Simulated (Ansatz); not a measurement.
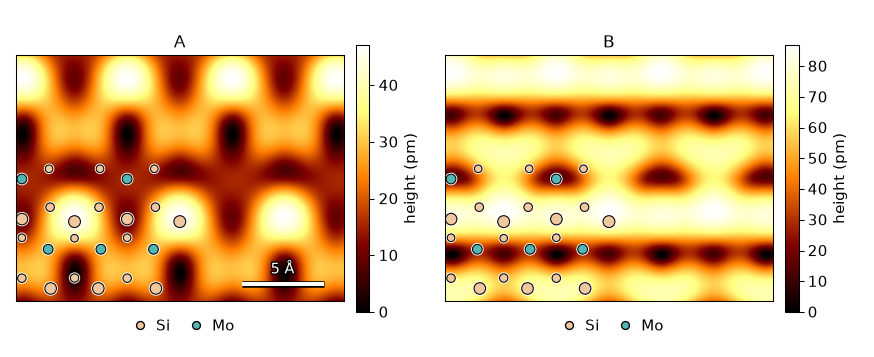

Two constant-current images of the same area of Si2Mo(101) (I4/mmm bulk, 9 atomic planes (those closer than 0.6 Å count as one), 8 Å, Si-terminated) with one Mo vacancy in a 2 × 2 cell, one at −0.50 V (set point 3.9 × 10⁻⁷ e/Å³) and one at +0.50 V (4.9 × 10⁻⁷ e/Å³), with the atoms seen from above drawn over one corner (deeper ones smaller).

Tersoff–Hamann simulation (s-wave tip); biases are sample biases. Bias windows are sharp sums over the levels of the k mesh.

Method: Ansatz, DFT PBE, scalar-relativistic, plane waves, PAW. Cutoff 420 eV, 10 × 7 k-points, Gaussian smearing 0.1 eV, dipole correction. The slab is a cut without reconstruction beyond its cell, at the source's lattice constants, with its lower half held fixed and the rest relaxed. The defects repeat every 6.4 Å and interact, so states at the Fermi level and the work function belong to this dense array. No spin polarisation. The run warns that the functional's potential is rough in the thin density of the vacuum, where the tip is; weak contrasts and barriers may feel it.

**Which of the two was taken at negative sample bias?**

Image A. The filled states (−0.50 V) are brightest over some of the top Si atoms next to the vacancy, the empty states (+0.50 V) over points just beside the top Si atoms next to the vacancy and the top Si atoms away from the vacancy.
